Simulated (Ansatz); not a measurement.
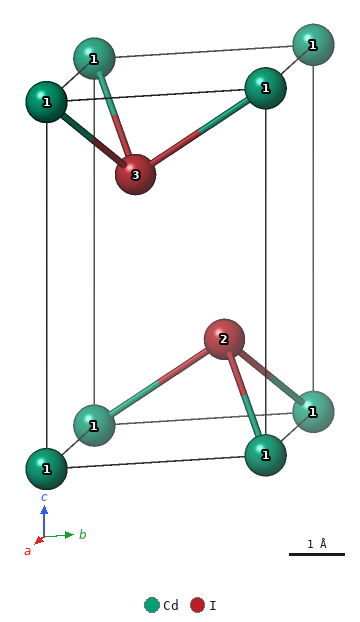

The input geometry (ball-and-stick view of the cell of the calculation, seen slightly off an axis; atoms are numbered from 1 in the order of the input).

**CdI2: Wannier-function calculation**

The run: Wannier-function calculation of CdI2 (P-3m1, 3 atoms in the cell). Method and program: maximally localised Wannier functions of PBE bands, plane waves, PAW, no spin polarisation (Ansatz 0.2.0).

The structure was built on a prototype by a generator. The geometry comes from this level: r2scan-rvv10. It belongs to a series of runs on one base structure; here: metal d. Figures and captions count atoms from 1; the log counts them from 0 in places.

**The program's output**
```
scf.n_extra_bands = 6 over 27 filled bands (N_el = 54.0): the run solves 33 bands
Engine: ansatz 0.2.0, aarch64-unknown-linux-gnu
Pseudopotentials: kind: paw
Pseudopotential: Cd, paw, valence charge 20, recommended cutoff 420 eV (normal), Cd.paw.azcp
Pseudopotential: I, paw, valence charge 17, recommended cutoff 420 eV (normal), I.paw.azcp
Functional definition: PBE
  parameter kappa = 0.804
  parameter beta = 0.06672455060314922
  exchange = pbe_x(kappa = kappa, mu = beta*pi^2/3)
  correlation = pbe_c(beta = beta)
Crystal: 3 atoms, lattice volume = 107.704 Å³
Basis set: ecut = 420 eV, 2093 PW (Γ)
Bands: 33, of which v1, the nominal top of the filled ones, is band 27 counted from 1 (26 counted from 0)
Symmetry: 12 space group operations
Space group: P-3m1 (ITA 164), of the structure as read, at distance tolerance 4.8e-5 Å
k-points: 24 of 144
Non-local potential: Cd, projectors of the file, l = 0: 3, l = 1: 2, l = 2: 2, l = 3: 1
Non-local potential: I, projectors of the file, l = 0: 2, l = 1: 2, l = 2: 2, l = 3: 2
PAW form: soft (Blöchl's): semilocal exchange-correlation on the pseudo side does not see the compensation charge
PAW one-centre angular grid: Cd, 590 points (default); XC on 64 Gauss nodes
PAW one-centre angular grid: I, 590 points (default); XC on 64 Gauss nodes
Initial density: superposition of atomic densities (neutral atoms: chi_scale 0, normalization atom), corrected by the library's trained network
Initial wavefunctions: pseudopotential atomic-orbital guess
Functional: x = pbe(κ = 0.804, μ = 0.2195149727645171), c = pbe(β = 0.06672455060314922)
SCF iter   1: F=—  HF=-23281.995641 eV  |F-HF|=—  |Δ(HF+E_count)|=         —  Δρ=5.94e-4  dr2=4.32e-4  ethr=1.77e-3  ⟨swp⟩=5.2  Hψ=2792  notcnv=0  defer=89
preconditioner: auto → Resta (q_TF=auto, 2.432 Å⁻¹)  ε∞=3.5  [insulator: Δε(μ)=2.372 eV  Ē_g=11.580 eV  n_scr=22 (ndim 8)  ℏωp=18.2 eV  f_vac=0.135  ε∞_Penn≈3.5]
SCF iter   2: F=—  HF=-23281.995867 eV  |F-HF|=—  |Δ(HF+E_count)|=   2.26e-4  Δρ=3.91e-4  dr2=3.83e-4  ethr=8.01e-7  ⟨swp⟩=3.0  Hψ=1893  notcnv=0  defer=94
SCF iter   3: F=—  HF=-23281.995923 eV  |F-HF|=—  |Δ(HF+E_count)|=   5.59e-5  Δρ=1.72e-4  dr2=2.84e-5  ethr=7.10e-7  ⟨swp⟩=2.0  Hψ=951  notcnv=0  defer=93
SCF iter   4: F=—  HF=-23281.995951 eV  |F-HF|=—  |Δ(HF+E_count)|=   2.77e-5  Δρ=5.78e-5  dr2=5.34e-6  ethr=5.26e-8  ⟨swp⟩=2.0  Hψ=1208  notcnv=0  defer=91
SCF iter   5: F=—  HF=-23281.995959 eV  |F-HF|=—  |Δ(HF+E_count)|=   8.29e-6  Δρ=2.19e-5  dr2=1.25e-6  ethr=9.89e-9  ⟨swp⟩=2.0  Hψ=1213  notcnv=0  defer=92
SCF iter   6: F=—  HF=-23281.995960 eV  |F-HF|=—  |Δ(HF+E_count)|=   1.14e-6  Δρ=1.26e-5  dr2=2.86e-7  ethr=2.32e-9  ⟨swp⟩=2.0  Hψ=1005  notcnv=0  defer=93
SCF iter   7: F=-23281.995960 eV  HF=-23281.995960 eV  |F-HF|=5.35e-8  |Δ(HF+E_count)|=   8.42e-8  Δρ=5.08e-6  dr2=8.32e-8  ethr=1.85e-10  ⟨swp⟩=12.0  Hψ=3728  notcnv=0
SCF 1 converged in 7 iterations: F = -23281.995960 eV  dr2 = 8.32e-8
  greatest PAW one-centre occupation: 1.000 electrons in one spin orbital (limit 2), on the Cd atom at site 0 (counted from 0), in its partial waves of l = 0
```

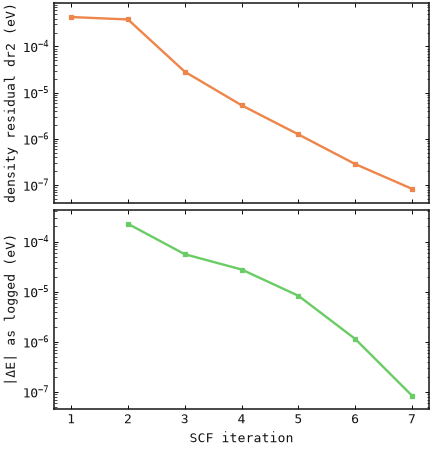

Convergence of the self-consistent field: density residual dr2 and size of the energy change against the SCF iteration. The residual falls at every step.

```
NSCF: frozen V_eff on 93 k-points
NSCF: frozen V_eff on 27 k-points
the Wannier pass solved 27 of the 144 points of its mesh, and has the states at the others by symmetry: states obtained by the crystal's operations at points that were solved too leave a residual of 4.43e-13 eV (read by the count's bands and the next), within 1.11e-5 eV
SCF converged after 7 iterations
Free energy (F): -23281.995960 eV
Harris-Foulkes:  -23281.995960 eV  (|F-HF|=5.35e-8)
Internal energy: -23281.995960 eV  (E = F + TS)
E sigma→0 (E₀):  -23281.995960 eV
Fermi energy:    6.146327 eV
--- Per-component energies (eV) ---
  E_band       = -1261.168746
  E_kinetic    = 882.190988
  E_local      = -8401.404743  (includes V_loc(G=0)·N_el)
  E_nonlocal   = -147.329765
  E_hartree    = 4128.799093
  E_xc         = -432.190159
  E_vxc        = -477.897198  (∫ρ·V_xc dr)
  E_paw        = -13716.482839  (= ΣΔE_a)
  E_vpaw       = -1374.331678  (= ΣTr[D̂ρ^β])
  E_aug_tail   = 0.000042  (compensation charges beyond the density's cutoff)
  E_ewald      = -5595.578578
  E_smearing   = -0.000000  (= −TS)
  E_closure    = -0.000000  (closes the sum)
  Σ components = -23281.995960   (vs F -23281.995960, Δ=0.00e0)
--- Band table (eV; the first three rows and the last of 24) ---
  k-point 0: bands = ["-95.3150", "-56.3891", "-56.3891", "-56.3835", "-37.6393", "-37.6393", "-37.6393", "-37.6393", "-37.6270", "-37.6270", "-37.6265", "-37.6265", "-37.6219", "-37.6217", "-5.9431", "-5.2531", "-1.4276", "-1.4276", "-1.3135", "-1.2321", "-1.2321", "2.4219", "5.8511", "5.8511", "5.9937", "6.0036", "6.0036", "8.6238", "10.6303", "12.5092", "12.5092", "14.5419", "15.2076"]
  k-point 1: bands = ["-95.3150", "-56.3891", "-56.3891", "-56.3835", "-37.6393", "-37.6393", "-37.6393", "-37.6393", "-37.6269", "-37.6269", "-37.6265", "-37.6265", "-37.6219", "-37.6217", "-5.8759", "-5.3441", "-1.4274", "-1.4274", "-1.3083", "-1.2321", "-1.2321", "2.7118", "5.2975", "5.7767", "5.7767", "6.0891", "6.0891", "9.2220", "10.6619", "12.4047", "12.4047", "14.3835", "14.6665"]
  k-point 2: bands = ["-95.3150", "-56.3891", "-56.3891", "-56.3835", "-37.6393", "-37.6393", "-37.6393", "-37.6393", "-37.6268", "-37.6268", "-37.6267", "-37.6267", "-37.6218", "-37.6218", "-5.7744", "-5.4690", "-1.4273", "-1.4273", "-1.3034", "-1.2322", "-1.2322", "3.1580", "4.5642", "5.7306", "5.7306", "6.1463", "6.1463", "9.7454", "10.6667", "12.3092", "12.3092", "13.9554", "14.5934"]
  k-point 23: bands = ["-95.3150", "-56.3893", "-56.3893", "-56.3835", "-37.6389", "-37.6389", "-37.6389", "-37.6389", "-37.6269", "-37.6268", "-37.6268", "-37.6268", "-37.6214", "-37.6214", "-5.2189", "-5.2189", "-1.2644", "-1.2644", "-1.2043", "-1.1882", "-1.1882", "2.5083", "3.5213", "3.5213", "3.8825", "5.8731", "5.8731", "9.5875", "11.6769", "11.6769", "13.2314", "14.0295", "15.1815"]
Wannier search: line search 1 of at most 3000: gauge-dependent spread (as the search counts it) 0.0118793 Å², largest recent change 5.3e-4 Å² and fall left 5.1e-6 Å² against conv_tol 1.0e-8 Å², 0 stops escaped
```

**File wannier.spreads.toml**
```
omega_i_ang2 = 4.177019148459443
omega_d_ang2 = 0.0000000000000000004431113467766343
omega_od_ang2 = 0.010750848649773551
omega_total_ang2 = 4.187769997109217
least_projectability = 0.8950672683030221
b_vectors_match_mmn = true
n_iter = 26
converged = true
rejected_fitted_steps = 3

[[wannier]]
r = [-0.000000000039478210082721677, 0.00000000004133378866490571, 0.00000000008452198253259064]
spread = 0.6327019328677316

[[wannier]]
r = [0.00000000004846907342835583, -0.000000000010919176623407663, 0.00000000006233322743083131]
spread = 0.6327688167214353

[[wannier]]
r = [0.000000000019352001313971702, 0.0000000000651327024416129, -0.000000000061467334038431]
spread = 0.6334987699618524

[[wannier]]
r = [-0.000000000003818130248331013, -0.00000000007622497187650388, 0.000000000045833164696995576]
spread = 1.143257097357463

[[wannier]]
r = [0.000000000014731824693362626, -0.000000000010243036987105778, 0.000000000027332461781186052]
spread = 1.1455433802005468

[[curvature_check]]
after_line_search = 13
omega_tilde_before_ang2 = 0.010795848145494268
krylov_steps = 25
lowest_ritz_value_ang2 = -0.00011513812928081162
residual_ang2 = 6.633265190623012e-17
settled = true
first_negative_step = 4
curvature_along_ang2 = -0.00011528484266344602
angle_rad = 0.3743317396935367
omega_tilde_after_ang2 = 0.010786499933534683
outcome = "escaped"

[[curvature_check]]
after_line_search = 26
omega_tilde_before_ang2 = 0.010750848649773551
krylov_steps = 25
lowest_ritz_value_ang2 = 1.8430065156841902e-6
residual_ang2 = 9.99773441317041e-15
settled = true
outcome = "no-negative-curvature"
```

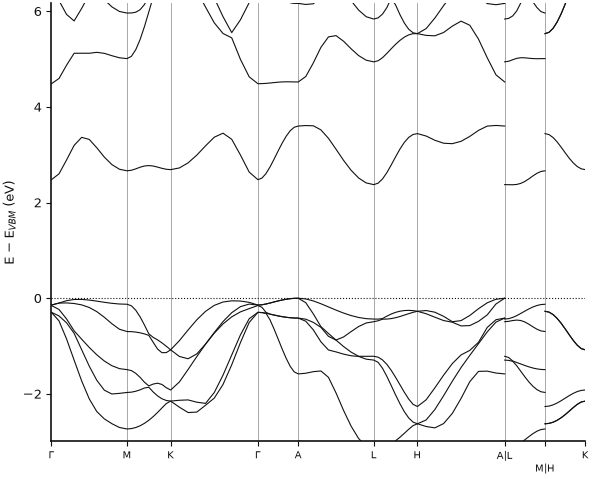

Band structure along Γ–M–K–Γ–A–L–H–A|L–M|H–K, with energies from the valence-band top. There is a gap of 2.37 eV on this path, indirect, from A to L.

The run was set up as follows.

**Input file**
```yaml
crystal:
  lattice:
    - [4.2470087284, 0.0, 0.0]
    - [-2.1235043642, 3.6780174489, 0.0]
    - [0.0, 0.0, 6.8950251473]
  atoms:
    - { symbol: Cd, position: [0.0, 0.0, 0.0] }
    - { symbol: I, position: [0.3333333333, 0.6666666667, 0.2493934756] }
    - { symbol: I, position: [0.6666666667, 0.3333333333, 0.7506065244] }
kpoints:
  mp_grid: { grid: [6, 6, 4] }
  band_path:
    path:
      - [[0.0, 0.0, 0.0], [0.5, 6.946573760823e-17, 7.809366034647e-19], [0.3333333333333, 0.3333333333333, 7.809366034677e-19], [0.0, 0.0, 0.0], [-3.619269298239e-36, 1.4762229231e-36, 0.5], [0.5, 6.946573760823e-17, 0.5], [0.3333333333333, 0.3333333333333, 0.5], [-3.619269298239e-36, 1.4762229231e-36, 0.5]]
      - [[0.5, 6.946573760823e-17, 0.5], [0.5, 6.946573760823e-17, 7.809366034647e-19]]
      - [[0.3333333333333, 0.3333333333333, 0.5], [0.3333333333333, 0.3333333333333, 7.809366034677e-19]]
    npoints: 10
hamiltonian:
  xc: pbe
scf:
  occupations: { method: fixed }
  n_extra_bands: 6
output:
  forces: false
  stress: false
  eigenvalues: true
  wannier:
    kmesh: [6, 6, 4]
    projections: [{ species: Cd, l: d, shell: 4 }]
    minimise: true
    write_hr: true
    conv_tol: 1.0e-08
    max_iter: 3000
```

**File wannier.win**
```
! ansatz wannier90 interface
! projections by site (counted from 0) and shell: 0 4D
! states of the run's bands (counted from 1): 17-21
! their least projectability: 0.8951
num_bands = 5
num_wann  = 5
num_iter  = 2000
conv_tol = 1e-8
conv_window = 5
guiding_centres = true
write_hr = true

begin unit_cell_cart
Ang
        4.247008728406556                      0.0                      0.0
       -2.123504364203278       3.6780174488943227                      0.0
                      0.0                      0.0             6.8950251473
end unit_cell_cart

begin atoms_frac
Cd                       0.0                      0.0                      0.0
I         0.3333333333333333       0.6666666666666666             0.2493934756
I         0.6666666666666666       0.3333333333333333             0.7506065244
end atoms_frac

mp_grid = 6 6 4
```

Launched with:
```bash
ansatz run input.yaml --threads 4 --pin off --max-ram 3686MiB --backend cpu --events-out ev --progress --plain --runs-dir out
```

**Summary**

| quantity | value |
| --- | --- |
| outcome | converged |
| space group (tolerance 0.01 Å) | P-3m1 (164) |
| electrons treated | 54 |
| free energy | −23281.9960 eV |
| total spread of the Wannier functions | 4.188 Å² |
| Fermi energy | 6.146 eV |
| gap on the k-point mesh | 2.37 eV |
| hardware | 4 threads of Arm Neoverse N1, 60 GiB of memory available, shared host |
| wall time | 9 s (CPU time 33 s) |
| peak memory | 0.45 GiB |

**Notes**

Spin-orbit coupling is left out, which matters for I.
